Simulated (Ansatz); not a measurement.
# Sn4Se5: geometry relaxation (part 2 of 2)

The same run, continued: Sn4Se5 (slab, 9 atoms in the cell); DFT PBE, scalar-relativistic, plane waves, PAW, no spin polarisation (Ansatz 0.2.0); cutoff 420 eV, 9×9×1 k-mesh, Gaussian smearing of 0.05 eV. The structure derives from an entry of the Crystallography Open Database. It belongs to a series of runs on one base structure; here: (1 1 1) slab, atoms relaxed.

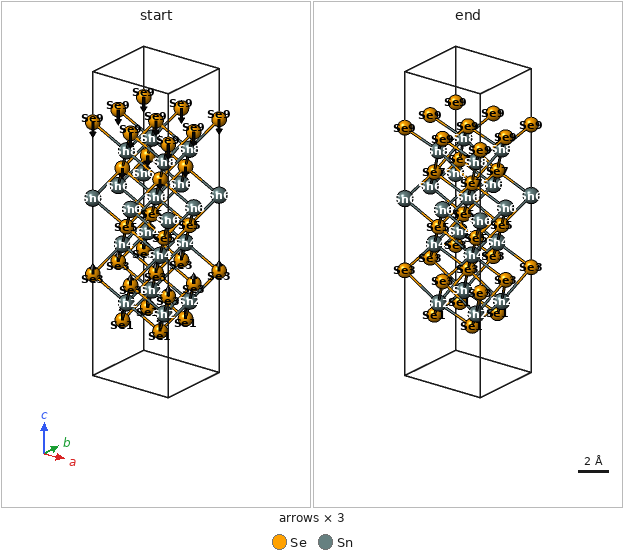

Figure 1. Before (left) and after (right) the relaxation, at one scale (ball-and-stick view of the 2 × 2 repeat of the cell, with the vacuum cut short, seen slightly off an axis). The black arrows give the displacements, magnified 3 times. The largest moves, 0.37 Å, are those of Se1 and Se9. Largest moves by element: Se 0.37 Å, Sn 0.03 Å. The lattice vectors keep their values. Distances before and after: Se1–Sn2 3.031 → 2.823 Å, Se7–Sn8 3.031 → 3.205 Å, Se3–Sn4 3.031 → 2.898 Å, Se5–Sn6 3.031 → 3.016 Å. Among the angles that change: Se1–Sn2–Se3 180.0° → 169.3°, Se1–Sn2–Se1 90.0° → 98.8°, Sn2–Se1–Sn2 90.0° → 98.8°. Over 4 geometry steps the energy falls by 88.6 meV per atom. The largest force component goes from 1.9 to 0.016 eV/Å. (Atoms are counted from 1 in the order of the input.)

```
SCF converged after 6 iterations
Free energy (F): -51445.552990 eV
Harris-Foulkes:  -51445.552990 eV  (|F-HF|=8.86e-9)
Internal energy: -51445.548760 eV  (E = F + TS)
E sigma→0 (E₀):  -51445.550875 eV
Entropy (-TS):   -0.004230 eV (-0.470 meV/atom)
Fermi energy:    1.924850 eV
Dipole field:    D = 0.000000 V/Å  (p = 0.000000 e·Å, saw-weighted, corrected)
Work function:   Φ+ = 5.5323 eV   Φ− = 5.5323 eV
Levels:          The Fermi level and band energies are counted from a zero that moves with the ramp; work functions are not
--- Per-component energies (eV) ---
  E_band       = -3205.111627
  E_kinetic    = 1327.735977
  E_local      = -130977.815873  (includes V_loc(G=0)·N_el)
  E_nonlocal   = -3107.735360
  E_hartree    = 65370.173013
  E_xc         = -2049.156053
  E_vxc        = -871.030845  (∫ρ·V_xc dr)
  E_paw        = -26095.569807  (= ΣΔE_a)
  E_vpaw       = -316.584593  (= ΣTr[D̂ρ^β])
  E_aug_tail   = -0.002886  (compensation charges beyond the density's cutoff)
  E_efield     = 0.000000  (sawtooth field / dipole correction)
  E_vefield    = -0.000000  (∫n·V_field dr)
  E_ewald      = 44086.822231
  E_smearing   = -0.004230  (= −TS)
  E_closure    = -0.000000  (closes the sum)
  Σ components = -51445.552990   (vs F -51445.552990, Δ=0.00e0)
--- Forces (eV/Å), atoms counted from 1 ---
  atom   1  Se     0.00000000     0.00000000     0.00632027
  atom   2  Sn    -0.00000000    -0.00000000    -0.00728771
  atom   3  Se     0.00000000     0.00000000     0.00378635
  atom   4  Sn    -0.00000000    -0.00000000    -0.01589189
  atom   5  Se     0.00000000     0.00000000     0.00000001
  atom   6  Sn     0.00000000     0.00000000     0.01589181
  atom   7  Se    -0.00000000    -0.00000000    -0.00378632
  atom   8  Sn     0.00000000     0.00000000     0.00728774
  atom   9  Se    -0.00000000    -0.00000000    -0.00632022
  max |Σ_I F_I| component: 2.96e-8 eV/Å
--- Band table (eV; the first three rows and the last of 12) ---
  k-point 0: bands = ["-45.6672", "-45.6672", "-45.6327", "-45.6327", "-45.6203", "-45.5952", "-45.5952", "-45.5952", "-45.5952", "-45.5652", "-45.5652", "-45.5652", "-45.5652", "-45.5545", "-45.5545", "-45.2604", "-45.2604", "-45.2604", "-45.2604", "-45.2233", "-45.2233", "-45.2233", "-45.2233", "-45.2104", "-45.2104", "-19.5380", "-19.5380", "-19.5340", "-19.5340", "-19.5308", "-19.5298", "-19.5279", "-19.5279", "-19.5213", "-19.5213", "-19.3486", "-19.3486", "-19.3486", "-19.3486", "-19.3445", "-19.3445", "-19.3356", "-19.3356", "-19.3356", "-19.3356", "-11.7260", "-11.3642", "-11.0035", "-10.7025", "-10.5926", "-5.2600", "-4.4640", "-3.6748", "-3.0418", "-0.1216", "-0.1216", "0.0043", "0.0043", "0.1065", "0.1065", "0.4550", "0.4550", "0.4586", "0.4600", "0.4600", "0.9140", "1.3521", "1.6758", "1.8218", "2.3456", "3.7192", "3.7192", "3.8273", "4.5029", "4.5029", "4.6777", "5.2693", "5.2693", "5.5439", "5.9820", "5.9820", "6.9774"]
  k-point 1: bands = ["-45.6672", "-45.6672", "-45.6327", "-45.6327", "-45.6203", "-45.5952", "-45.5952", "-45.5952", "-45.5951", "-45.5652", "-45.5652", "-45.5652", "-45.5652", "-45.5545", "-45.5545", "-45.2604", "-45.2604", "-45.2604", "-45.2604", "-45.2233", "-45.2233", "-45.2233", "-45.2233", "-45.2104", "-45.2104", "-19.5400", "-19.5369", "-19.5354", "-19.5332", "-19.5302", "-19.5296", "-19.5274", "-19.5272", "-19.5219", "-19.5210", "-19.3506", "-19.3506", "-19.3477", "-19.3477", "-19.3432", "-19.3432", "-19.3359", "-19.3359", "-19.3350", "-19.3350", "-11.6506", "-11.2961", "-10.9449", "-10.6481", "-10.5500", "-5.2004", "-4.4862", "-3.8237", "-3.3936", "-0.7693", "-0.4689", "-0.4211", "-0.1565", "-0.1542", "-0.0705", "0.0820", "0.1339", "0.4061", "0.4524", "0.5090", "1.2205", "1.6177", "1.8876", "2.0248", "2.8870", "3.4168", "3.8476", "3.9275", "4.6124", "4.6906", "5.1825", "5.3935", "5.4324", "5.7424", "5.9355", "6.0922", "7.0996"]
  k-point 2: bands = ["-45.6672", "-45.6671", "-45.6327", "-45.6327", "-45.6202", "-45.5952", "-45.5952", "-45.5951", "-45.5951", "-45.5652", "-45.5652", "-45.5652", "-45.5652", "-45.5544", "-45.5544", "-45.2604", "-45.2604", "-45.2604", "-45.2604", "-45.2233", "-45.2233", "-45.2233", "-45.2233", "-45.2104", "-45.2104", "-19.5455", "-19.5392", "-19.5353", "-19.5315", "-19.5313", "-19.5273", "-19.5254", "-19.5246", "-19.5220", "-19.5198", "-19.3554", "-19.3554", "-19.3462", "-19.3462", "-19.3411", "-19.3411", "-19.3361", "-19.3361", "-19.3328", "-19.3328", "-11.4388", "-11.1096", "-10.7923", "-10.5046", "-10.4405", "-5.0877", "-4.6392", "-4.2350", "-4.0595", "-1.7951", "-1.2870", "-0.9371", "-0.7838", "-0.5175", "-0.4722", "-0.0947", "0.0304", "0.2366", "0.4553", "0.5194", "0.7711", "1.5040", "1.8644", "2.0954", "3.3811", "4.1621", "4.3071", "4.5261", "4.7624", "5.0552", "5.0770", "5.6499", "5.8135", "6.2217", "6.4323", "6.5746", "6.7355"]
  k-point 11: bands = ["-45.6671", "-45.6671", "-45.6327", "-45.6327", "-45.6202", "-45.5951", "-45.5951", "-45.5951", "-45.5951", "-45.5652", "-45.5652", "-45.5652", "-45.5652", "-45.5544", "-45.5544", "-45.2603", "-45.2603", "-45.2603", "-45.2603", "-45.2234", "-45.2234", "-45.2233", "-45.2233", "-45.2104", "-45.2104", "-19.5481", "-19.5441", "-19.5441", "-19.5321", "-19.5255", "-19.5255", "-19.5236", "-19.5203", "-19.5184", "-19.5184", "-19.3600", "-19.3600", "-19.3499", "-19.3499", "-19.3350", "-19.3350", "-19.3330", "-19.3330", "-19.3315", "-19.3315", "-10.6421", "-10.5559", "-10.5559", "-10.1230", "-10.1230", "-5.3722", "-5.3722", "-5.0553", "-5.0455", "-2.5196", "-2.3764", "-2.3764", "-1.8240", "-1.7414", "-1.7414", "-0.5649", "-0.5649", "-0.4903", "0.0089", "0.0089", "1.2766", "1.6070", "1.6070", "1.7951", "4.6541", "4.6541", "4.7990", "5.5591", "5.5591", "5.8638", "6.3330", "6.3330", "6.4795", "7.1337", "7.1337", "7.5497", "8.4156"]
--- Relaxed structure (5 steps of the walk, 5 accepted, 0 SCFs on fresh bases) ---
  F+E_penalty+E_count = -51445.55298968 eV   max|allowed force component| = 1.589e-2 eV/Å
  atoms:
    - { symbol: Se, position: [0.33333333333333326, 0.6666666666666666, 0.27146492707300857] }
    - { symbol: Sn, position: [0.6666666666666664, 0.3333333333333333, 0.3183222902195865] }
    - { symbol: Se, position: [-2.3161418047057566e-18, -4.632283609357474e-18, 0.388566700337814] }
    - { symbol: Sn, position: [0.33333333333333326, 0.6666666666666666, 0.4405434946113029] }
    - { symbol: Se, position: [0.6666666666666664, 0.3333333333333333, 0.5000000075526546] }
    - { symbol: Sn, position: [2.2169778518397284e-19, 4.433955703627734e-19, 0.5594565071594723] }
    - { symbol: Se, position: [0.33333333333333326, 0.6666666666666666, 0.6114333055909841] }
    - { symbol: Sn, position: [0.6666666666666664, 0.3333333333333333, 0.6816777033948411] }
    - { symbol: Se, position: [3.213032149890792e-18, 6.426064299706612e-18, 0.7285350640603355] }
```

### Trajectory as extended XYZ (Å, eV, eV/Å), 5 frames, from step=1 to step=5
```
9
Lattice="4.2862 0.0000 0.0000 -2.1431 3.7120 0.0000 0.0000 0.0000 28.9987" Properties=species:S:1:pos:R:3:forces:R:3 step=1 energy=-51444.75588
Se    0.0000    2.4746    7.5000    0.0000   0.0000   1.6258
Sn    2.1431    1.2373    9.2498    0.0000   0.0000  -1.8967
Se    0.0000    0.0000   10.9997    0.0000   0.0000   0.5543
Sn    0.0000    2.4746   12.7495    0.0000   0.0000  -0.2414
Se    2.1431    1.2373   14.4994    0.0000   0.0000   0.0000
Sn    0.0000    0.0000   16.2492    0.0000   0.0000   0.2414
Se    0.0000    2.4746   17.9990    0.0000   0.0000  -0.5543
Sn    2.1431    1.2373   19.7489    0.0000   0.0000   1.8967
Se    0.0000    0.0000   21.4987    0.0000   0.0000  -1.6258
9
Lattice="4.2862 0.0000 0.0000 -2.1431 3.7120 0.0000 0.0000 0.0000 28.9987" Properties=species:S:1:pos:R:3:forces:R:3 step=2 energy=-51445.47766
Se    0.0000    2.4746    7.6947    0.0000   0.0000   0.0371
Sn    2.1431    1.2373    9.0736    0.0000   0.0000   0.0361
Se    0.0000    0.0000   11.0428    0.0000   0.0000   0.3146
Sn    0.0000    2.4746   12.7188    0.0000   0.0000  -0.2235
Se    2.1431    1.2373   14.4994    0.0000   0.0000   0.0000
Sn    0.0000    0.0000   16.2800    0.0000   0.0000   0.2235
Se    0.0000    2.4746   17.9559    0.0000   0.0000  -0.3146
Sn    2.1431    1.2373   19.9251    0.0000   0.0000  -0.0361
Se    0.0000    0.0000   21.3040    0.0000   0.0000  -0.0371
9
Lattice="4.2862 0.0000 0.0000 -2.1431 3.7120 0.0000 0.0000 0.0000 28.9987" Properties=species:S:1:pos:R:3:forces:R:3 step=3 energy=-51445.54604
Se    0.0000    2.4746    7.8899    0.0000   0.0000  -0.0351
Sn    2.1431    1.2373    9.2418    0.0000   0.0000  -0.0208
Se    0.0000    0.0000   11.2116    0.0000   0.0000   0.1168
Sn    0.0000    2.4746   12.7591    0.0000   0.0000  -0.0197
Se    2.1431    1.2373   14.4994    0.0000   0.0000   0.0000
Sn    0.0000    0.0000   16.2396    0.0000   0.0000   0.0197
Se    0.0000    2.4746   17.7871    0.0000   0.0000  -0.1168
Sn    2.1431    1.2373   19.7570    0.0000   0.0000   0.0208
Se    0.0000    0.0000   21.1088    0.0000   0.0000   0.0351
9
Lattice="4.2862 0.0000 0.0000 -2.1431 3.7120 0.0000 0.0000 0.0000 28.9987" Properties=species:S:1:pos:R:3:forces:R:3 step=4 energy=-51445.55201
Se    0.0000    2.4746    7.9014    0.0000   0.0000  -0.0250
Sn    2.1431    1.2373    9.2542    0.0000   0.0000  -0.0048
Se    0.0000    0.0000   11.2680    0.0000   0.0000   0.0217
Sn    0.0000    2.4746   12.7794    0.0000   0.0000  -0.0226
Se    2.1431    1.2373   14.4994    0.0000   0.0000   0.0000
Sn    0.0000    0.0000   16.2193    0.0000   0.0000   0.0226
Se    0.0000    2.4746   17.7307    0.0000   0.0000  -0.0217
Sn    2.1431    1.2373   19.7445    0.0000   0.0000   0.0048
Se    0.0000    0.0000   21.0973    0.0000   0.0000   0.0250
9
Lattice="4.2862 0.0000 0.0000 -2.1431 3.7120 0.0000 0.0000 0.0000 28.9987" Properties=species:S:1:pos:R:3:forces:R:3 step=5 energy=-51445.55299
Se    0.0000    2.4746    7.8721    0.0000   0.0000   0.0063
Sn    2.1431    1.2373    9.2309    0.0000   0.0000  -0.0073
Se    0.0000    0.0000   11.2679    0.0000   0.0000   0.0038
Sn    0.0000    2.4746   12.7752    0.0000   0.0000  -0.0159
Se    2.1431    1.2373   14.4994    0.0000   0.0000   0.0000
Sn    0.0000    0.0000   16.2235    0.0000   0.0000   0.0159
Se    0.0000    2.4746   17.7308    0.0000   0.0000  -0.0038
Sn    2.1431    1.2373   19.7678    0.0000   0.0000   0.0073
Se    0.0000    0.0000   21.1266    0.0000   0.0000  -0.0063
```

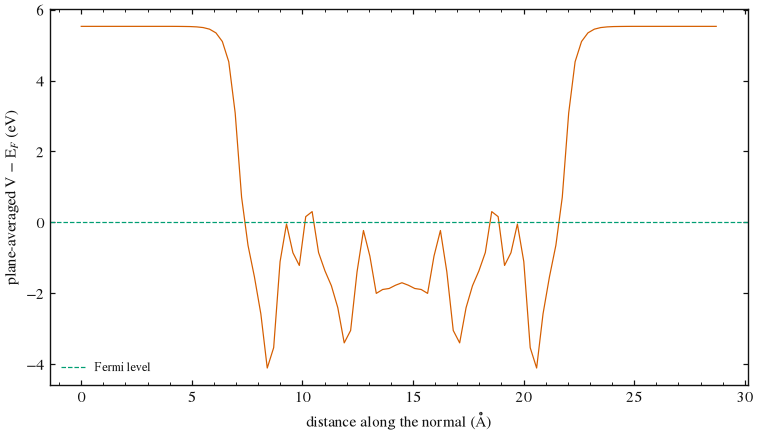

Figure 2. Plane average of the electrostatic potential energy of an electron across the cell, from the Fermi level. The vacuum level lies 5.53 eV above the Fermi level.

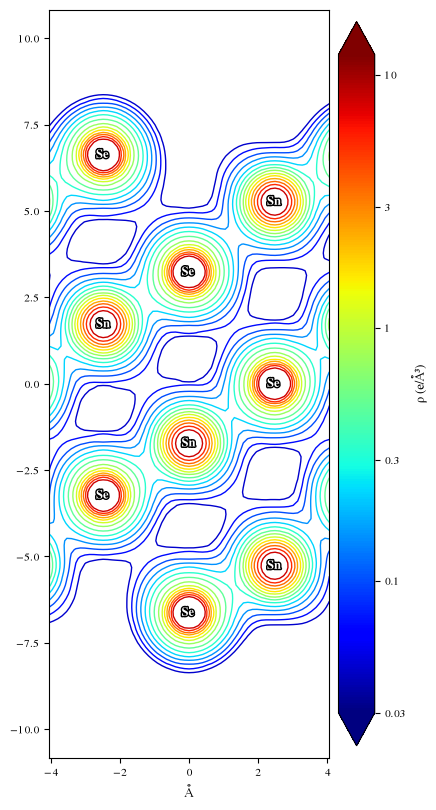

Figure 3. Valence charge density (pseudo) on the (110) plane of the calculation cell, a cut from vacuum to vacuum. Atoms in the plane: Se and Sn. Sn–Se (2.82 Å): ρ is about 0.32 e/Å³ halfway. Sn–Se (2.90 Å): the density is about 0.28 e/Å³ at the midpoint. Sn–Se (3.02 Å): ρ at the midpoint is about 0.23 e/Å³. Sn–Se (3.21 Å): ρ is about 0.16 e/Å³ halfway. The density dies away to nearly zero in the vacuum. In a PAW calculation such maps are meaningful between the atoms, not at the nuclei.

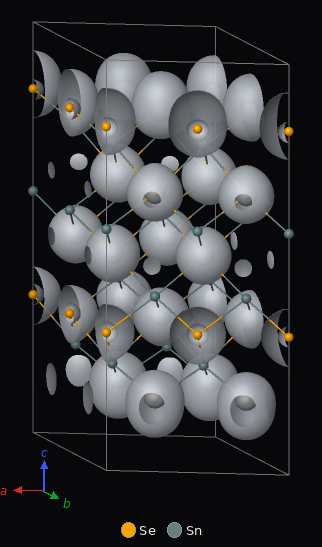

Figure 4. Isosurface of the electron localisation function at 0.6 (grey), seen at an oblique angle. Only the valence region is drawn (cores and ρ < 0.01 e/Å³ removed). Sticks mark near contacts. Profiles from the grid: Sn–Se (2.82 Å): the ELF is about 0.55 at the midpoint; a polar contact without a shared pair, in a metal. Sn–Se (2.90 Å): the ELF peaks at about 0.80 in the valence shell of Se, 0.9 Å from its nucleus, and drops to about 0.30 between the two atoms; a polar contact without a shared pair, in a metal.

The run was set up as follows.

### Input file
```yaml
crystal:
  lattice:
    - [4.2862138071, 0.0, 0.0]
    - [-2.1431069035, 3.711970043, 0.0]
    - [0.0, 0.0, 28.9987156744]
  atoms:
    - { symbol: Se, position: [0.3333333333, 0.6666666667, 0.2586321437] }
    - { symbol: Sn, position: [0.6666666667, 0.3333333333, 0.3189741078] }
    - { symbol: Se, position: [0.0, 0.0, 0.3793160719] }
    - { symbol: Sn, position: [0.3333333333, 0.6666666667, 0.4396580359] }
    - { symbol: Se, position: [0.6666666667, 0.3333333333, 0.5] }
    - { symbol: Sn, position: [0.0, 0.0, 0.5603419641] }
    - { symbol: Se, position: [0.3333333333, 0.6666666667, 0.6206839281] }
    - { symbol: Sn, position: [0.6666666667, 0.3333333333, 0.6810258922] }
    - { symbol: Se, position: [0.0, 0.0, 0.7413678563] }
basis:
  ecutwfc: 420
kpoints:
  mp_grid: { grid: [9, 9, 1] }
hamiltonian:
  xc: pbe
scf:
  occupations: { method: gaussian, width: 0.05 }
output:
  forces: true
  eigenvalues: true
  write_density: true
  write_potential: true
  elf: true
  volumetric_format: npy
relax:
  adjacent_minimum: "off"
  f_tol: 0.02
  max_steps: 60
efield:
  axis: 3
  dipole_correction: true
  ramp_width: 0.04
```

Launch command:
```bash
ansatz run input.yaml --threads 1 --pin off --max-ram 2560MiB --backend cpu --events-out ev --progress --plain --runs-dir out
```

### Key numbers

- outcome: converged
- electrons treated: 136
- free energy: −51445.5530 eV
- work function, top face: 5.53 eV
- work function, bottom face: 5.53 eV
- Fermi energy: 1.925 eV
- gap on the k-point mesh: none (metallic)
- final volume: 461.38 Å³
- work function (upper face): 5.53 eV
- largest force (length of the vector) at the end: 0.016 eV/Å
- hardware: 1 thread of Intel Xeon @ 2.70GHz, 189 GiB of memory available, shared host
- wall time: 5.7 min
- peak memory: 0.82 GiB
